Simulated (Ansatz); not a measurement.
System: Si₂O, space group Fm-3m (No. 225) (one of a set of cubic test structures, which need not be the stable phase).

One of the inputs:
```
crystal:
  lattice:
    - [0.0, 2.773956219045, 2.773956219045]
    - [2.773956219045, 0.0, 2.773956219045]
    - [2.773956219045, 2.773956219045, 0.0]
  atoms:
    - { symbol: Si, position: [0.25, 0.25, 0.25] }
    - { symbol: Si, position: [0.75, 0.75, 0.75] }
    - { symbol: O, position: [0, 0, 0] }
kpoints:
  mp_grid: { grid: [34, 34, 34] }
hamiltonian:
  xc: pbe
  pseudopotentials: { kind: paw }
scf:
  occupations: { method: fermi_dirac, width: 0.061225619053 }
output:
  forces: true
  stress: true
```

Launched with:
```bash
ansatz run input.yaml --threads 2
```

Computed with Ansatz 0.2.0 development build: equation of state of a cubic crystal from periodic Kohn-Sham density functional theory without spin, third-order Birch-Murnaghan fit to the free energies; pressure corrected for the finite basis. Level: PBE.

- structure type: antifluorite
- atoms in cell: 3
- space group number: 225
- lattice centring: face-centred primitive
- k mesh: 34×34×34
- occupation method: Fermi–Dirac
- occupation width: 0.06123 eV
- wave cutoff: 420 eV
- datasets: soft-1 PAW
- density tolerance: 1e−07 eV
- bands: 11
- density cutoff ratio: 4
- search for lower states: default

Describe the result: the energy above the lowest point and pressure against volume. The volume takes the values 13.38, 13.66, 13.95, 14.23, 14.51, 14.80, 15.08 Å³/atom.

A third-order Birch–Murnaghan fit gives V0 = 14.23 Å³/atom, B0 = 85.1 GPa and B′ = 4.4. The energy above the lowest point is 15.0 meV/atom at volume 13.38 Å³/atom and 12.4 meV/atom at 15.08 Å³/atom; the lowest computed point is at volume 14.23 Å³/atom (0.0 meV/atom), and no other minimum shows. The pressure falls from 6.0 GPa at volume 13.38 Å³/atom to −4.4 GPa at 15.08 Å³/atom, and changes sign near 14.23 Å³/atom.

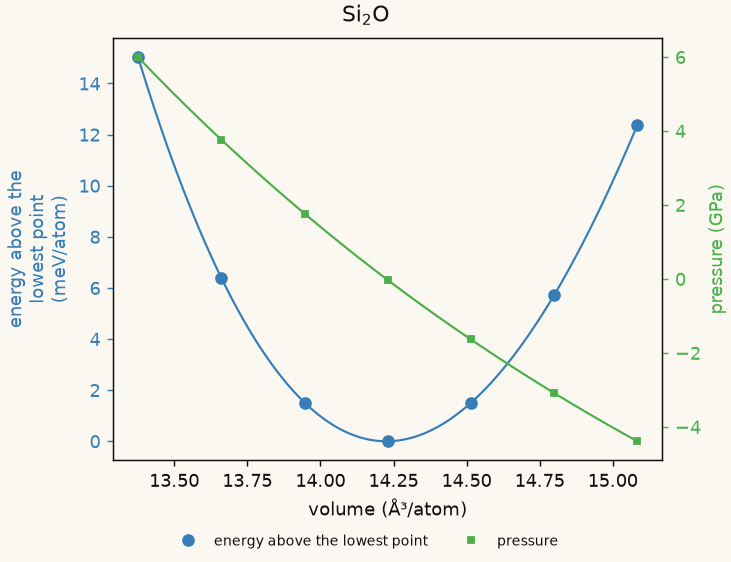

Limits of the calculation: cubic model structure, not the ambient form.
